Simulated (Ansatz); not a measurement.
## A series of single points on FeSi2

System: FeSi2 (P4/mmm, 3 atoms in the cell).
Method: Kohn-Sham DFT of a periodic cell, LDA, Ansatz PAW, spin-polarised (Ansatz 0.2.0).

The 5 runs differ only in the geometry, by an even scaling of the cell at fixed fractional positions. The structure derives from an entry of the Crystallography Open Database.

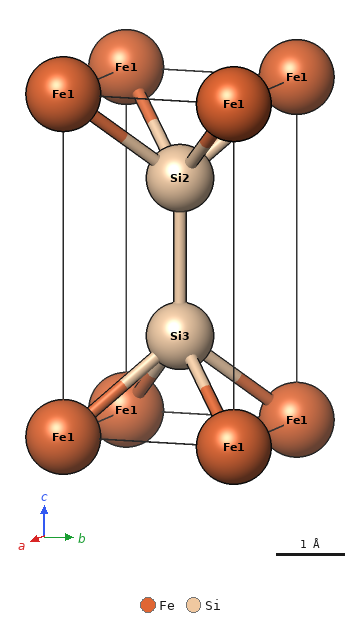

Figure 1. The structure of run 3 (ball-and-stick view of the cell of the calculation, seen slightly off an axis; atoms are numbered from 1 in the order of the input).

## Input of run 3
```yaml
crystal:
  lattice:
    - [2.684, 0.0, 0.0]
    - [0.0, 2.684, 0.0]
    - [0.0, 0.0, 5.128]
  atoms:
    - { symbol: Fe, position: [0.0, 0.0, 0.0], spin: 3.0 }
    - { symbol: Si, position: [0.5, 0.5, 0.73] }
    - { symbol: Si, position: [0.5, 0.5, 0.27] }
hamiltonian:
  xc: lda
  pseudopotentials: { kind: paw }
magnetization:
  spin_polarized: true
kpoints:
  mp_grid: { grid: [10, 10, 5] }
scf:
  occupations: { method: fermi_dirac, width: 0.05 }
output:
  forces: true
  stress: true
  eigenvalues: true
```

Command:
```bash
ansatz run input.yaml --threads 2 --pin off --max-ram 5632MiB --backend cpu --events-out ev --progress --plain --runs-dir out
```

Run 2 differs from it as follows:
```diff
-    - [2.684, 0.0, 0.0]
-    - [0.0, 2.684, 0.0]
-    - [0.0, 0.0, 5.128]
+    - [2.6659860344, 0.0, 0.0]
+    - [0.0, 2.6659860344, 0.0]
+    - [0.0, 0.0, 5.0935828556]
```

## Results, with one run withheld

| run | volume per atom (Å³) | free energy per atom, from the lowest run given (meV) | pressure (GPa) |
| --- | --- | --- | --- |
| 1 | 11.821 | 0.00 | 2.53 |
| 2 | 12.068 | ? | ? |
| 3 | 12.314 | 5.60 | −5.86 |
| 4 | 12.560 | 17.39 | −9.40 |
| 5 | 12.806 | 34.25 | −12.48 |

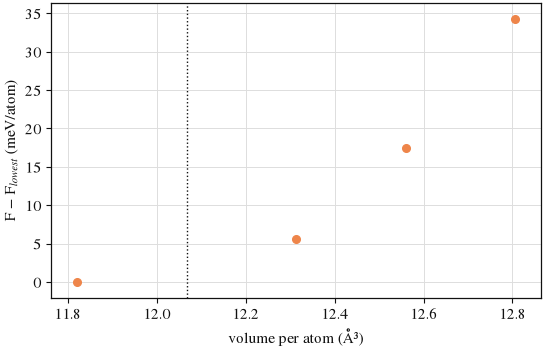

Figure 2. Free energy per atom of the runs given; the dotted line marks run 2.

What should run 2 give?

A quadratic polynomial in V^(−2/3) (the Birch–Murnaghan form), fitted to the 4 runs given, misses them by at most 0.03 meV per atom. With x = V^(−2/3) − 0.18700 Å⁻², it reads F = 7.6561 − 4099 x + 4.8307e+05 x² (meV per atom). At run 2 it gives −0.37 meV per atom, and the run itself gives −0.42. The slope of the fit gives a pressure −dF/dV of −1.91 GPa there, and the run prints −1.90 GPa. The fit has its minimum at 11.957 Å³ per atom, where V d²F/dV² gives 210 GPa. Cell shape and fractional positions are held, so this is the stiffness under even scaling; the relaxed bulk modulus wasn't computed.

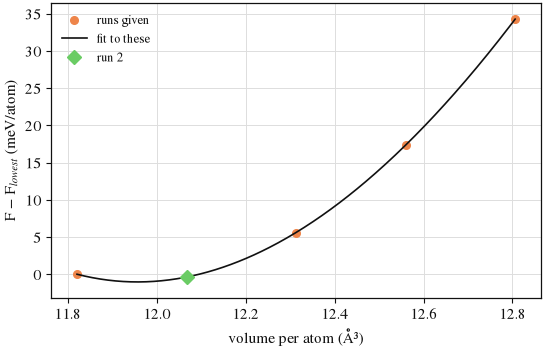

Figure 3. The fit and the withheld run.

## Output, shortened to warnings, some set-up lines, iterations and results (run 2)
```
WARN: the starting moments were not kept: the SCF closed with an absolute magnetisation of 3.6e-6 μB, where they sum to 3 μB in size (1 site). That is at most 0.1 of that sum. Measured as dr2_m measures the in/out step, that magnetisation stands 1.7e-11 eV from none, at or under the dr2_threshold of 1.0e-7 eV: it is no larger than a step whose dr2_m would equal this threshold. The system may hold …
Basis set: ecut = 420 eV, 701 PW (Γ)
Symmetry: 16 space group operations
k-points: 63 of 500
Initial density: superposition of atomic densities (chi_scale 0.1, normalization cell)
[...]
SCF iter   1: F=—  HF=-5639.067893 eV  |F-HF|=—  |Δ(HF+E_count)|=         —  Δρ=2.15e-1 (↑2.15e-1 ↓1.34e-1)  dr2=2.71e0  dr2_m=9.67e0  M=0.147 μB ∫|m|=0.302 μB  β_m=0.30  …
SCF iter   2: F=—  HF=-5637.524604 eV  |F-HF|=—  |Δ(HF+E_count)|=    1.54e0  Δρ=1.24e-1 (↑1.15e-1 ↓1.24e-1)  dr2=1.50e0  dr2_m=4.59e0  M=0.174 μB ∫|m|=0.340 μB  β_m=0.55  …
SCF iter   3: F=—  HF=-5642.516386 eV  |F-HF|=—  |Δ(HF+E_count)|=    4.99e0  Δρ=1.65e-1 (↑1.65e-1 ↓8.70e-2)  dr2=2.41e1  dr2_m=5.37e-1  M=0.071 μB ∫|m|=0.172 μB  β_m=0.32  …
SCF iter   4: F=—  HF=-5638.680843 eV  |F-HF|=—  |Δ(HF+E_count)|=    3.84e0  Δρ=3.29e-2 (↑3.01e-2 ↓3.29e-2)  dr2=9.46e-2  dr2_m=3.19e-1  M=0.112 μB ∫|m|=0.197 μB  β_m=0.38  …
SCF iter   5: F=—  HF=-5638.895106 eV  |F-HF|=—  |Δ(HF+E_count)|=   2.14e-1  Δρ=6.93e-3 (↑1.83e-3 ↓6.93e-3)  dr2=1.36e-2  dr2_m=5.42e-3  M=0.049 μB ∫|m|=0.085 μB  β_m=0.69  …
SCF iter   6: F=—  HF=-5638.906524 eV  |F-HF|=—  |Δ(HF+E_count)|=   1.14e-2  Δρ=1.62e-3 (↑1.62e-3 ↓1.24e-3)  dr2=8.00e-4  dr2_m=5.33e-4  M=0.001 μB ∫|m|=0.004 μB  β_m=0.76  …
SCF iter   7: F=—  HF=-5638.907134 eV  |F-HF|=—  |Δ(HF+E_count)|=   6.10e-4  Δρ=1.40e-3 (↑7.48e-4 ↓1.40e-3)  dr2=1.48e-3  dr2_m=3.77e-5  M=-0.003 μB ∫|m|=0.005 μB  β_m=0.69  …
SCF iter   8: F=—  HF=-5638.907331 eV  |F-HF|=—  |Δ(HF+E_count)|=   1.98e-4  Δρ=1.22e-4 (↑1.22e-4 ↓7.93e-5)  dr2=1.12e-5  dr2_m=2.24e-6  M=0.001 μB ∫|m|=0.002 μB  β_m=0.78  …
SCF iter   9: F=—  HF=-5638.907341 eV  |F-HF|=—  |Δ(HF+E_count)|=   9.21e-6  Δρ=9.74e-5 (↑9.74e-5 ↓2.51e-5)  dr2=4.97e-6  dr2_m=5.40e-7  M=0.001 μB ∫|m|=0.001 μB  β_m=0.81  …
SCF iter  10: F=—  HF=-5638.907341 eV  |F-HF|=—  |Δ(HF+E_count)|=   6.09e-7  Δρ=3.21e-5 (↑3.21e-5 ↓2.40e-5)  dr2=3.74e-8  dr2_m=2.59e-7  M=0.000 μB ∫|m|=0.000 μB  β_m=0.90  …
SCF iter  11: F=—  HF=-5638.907341 eV  |F-HF|=—  |Δ(HF+E_count)|=   4.68e-9  Δρ=4.88e-6 (↑4.88e-6 ↓3.51e-6)  dr2=1.63e-8  dr2_m=4.14e-10  M=0.000 μB ∫|m|=0.000 μB  β_m=0.94  …
SCF iter  12: F=—  HF=-5638.907341 eV  |F-HF|=—  |Δ(HF+E_count)|=   3.54e-9  Δρ=8.46e-7 (↑8.46e-7 ↓2.67e-7)  dr2=4.48e-10  dr2_m=4.33e-11  M=0.000 μB ∫|m|=0.000 μB  β_m=0.85  …
SCF iter  13: F=-5638.907341 eV  HF=-5638.907341 eV  |F-HF|=2.44e-10  |Δ(HF+E_count)|=  3.64e-12  Δρ=4.23e-7 (↑3.19e-7 ↓4.23e-7)  dr2=2.56e-10  dr2_m=1.14e-12  M=0.000 μB …
SCF 1 converged in 13 iterations: F = -5638.907341 eV  dr2 = 2.56e-10
WARN: the starting moments were not kept: the SCF closed with an absolute magnetisation of 3.6e-6 μB, where they sum to 3 μB in size (1 site). That is at most 0.1 of that sum. Measured as dr2_m measures the in/out step, that magnetisation stands 1.7e-11 eV from none, at or under the dr2_threshold …
SCF converged after 13 iterations
Magnetization: 0.0000 μB (12.0000 up, 12.0000 down)
Absolute magnetization: 0.0000 μB (∫|ρ↑−ρ↓|, with the PAW one-centre terms)
Spin contamination: 0.0000 ħ² per cell (⟨S²⟩ above its minimum at these occupations)
Per-site moments (μB) at R_I (Å): [(2.9232141965915793e-6, 0.9625580427572469), (-1.0188269310613913e-7, 0.9625580427572469), (-1.018826930517333e-7, 0.9625580427572469)]
Free energy (F): -5638.907341 eV
Harris-Foulkes:  -5638.907341 eV  (|F-HF|=2.44e-10)
Internal energy: -5638.897718 eV  (E = F + TS)
E sigma→0 (E₀):  -5638.902530 eV
Entropy (-TS):   -0.009623 eV (-3.208 meV/atom)
Fermi energy:    14.425093 eV
--- Per-component energies (eV) ---
  E_band       = -219.112722
  E_kinetic    = 450.624836
  E_local      = -3515.009378  (includes V_loc(G=0)·N_el)
  E_nonlocal   = 269.256001
  E_hartree    = 1566.550871
  E_xc         = -233.657788
  E_vxc        = -254.965978  (∫ρ·V_xc dr)
  E_paw        = -2276.371286  (= ΣΔE_a)
[...]
```

The program warns: some starting moments were not kept.
